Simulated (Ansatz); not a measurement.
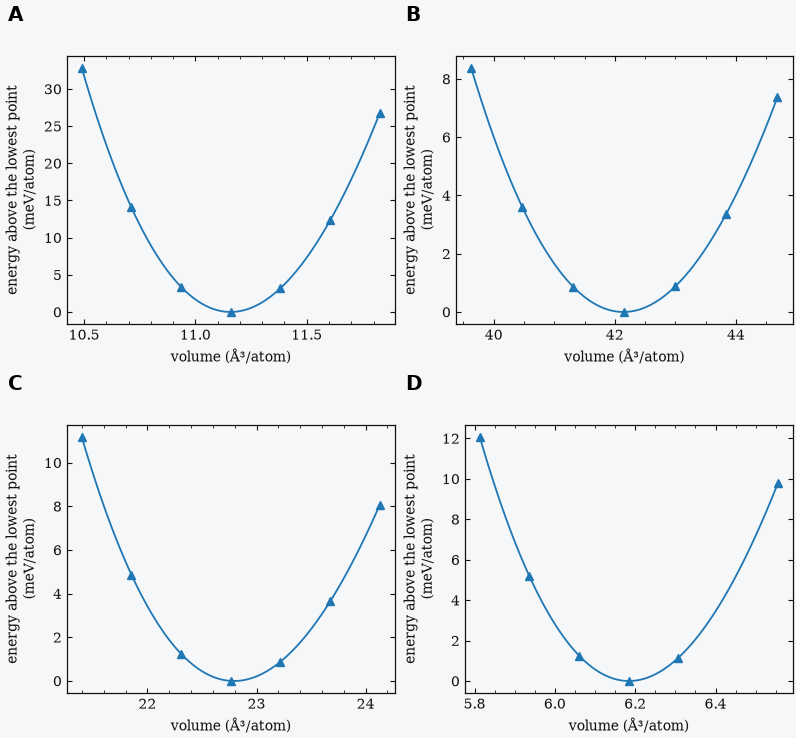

Each panel shows the energy above the lowest point against volume for one of these solids: Ca, Im-3m (No. 229); H₂O₃, Pn-3m (No. 224); Nd, Fm-3m (No. 225); ZrO₂, Fm-3m (No. 225).

Computed with Ansatz 0.2.0 development build: equation of state of a cubic crystal from periodic Kohn-Sham density functional theory without spin, third-order Birch-Murnaghan fit to the free energies; pressure corrected for the finite basis. Level: PBE.

### Match the panels to the solids.

A is ZrO₂ (energy above the lowest point from 0.0 meV/atom to 32.9 meV/atom, V0 11.16 Å³/atom, B0 236 GPa); B is Ca (energy above the lowest point from 0.000 meV/atom to 8.383 meV/atom, V0 42.14 Å³/atom, B0 16.6 GPa); C is Nd (energy above the lowest point from 0.0 meV/atom to 11.2 meV/atom, V0 22.79 Å³/atom, B0 37 GPa); D is H₂O₃ (energy above the lowest point from 0.0 meV/atom to 12.1 meV/atom, V0 6.184 Å³/atom, B0 156 GPa).

For Ca, limits of the calculation: cubic model structure, not the ambient form.

For H₂O₃, limits of the calculation: cubic model structure, not the ambient form; modest k-mesh, values are not fully converged in k.

For Nd, limits of the calculation: cubic model structure, not the ambient form; open f shell treated without spin.

For ZrO₂, limits of the calculation: cubic model structure, not the ambient form.
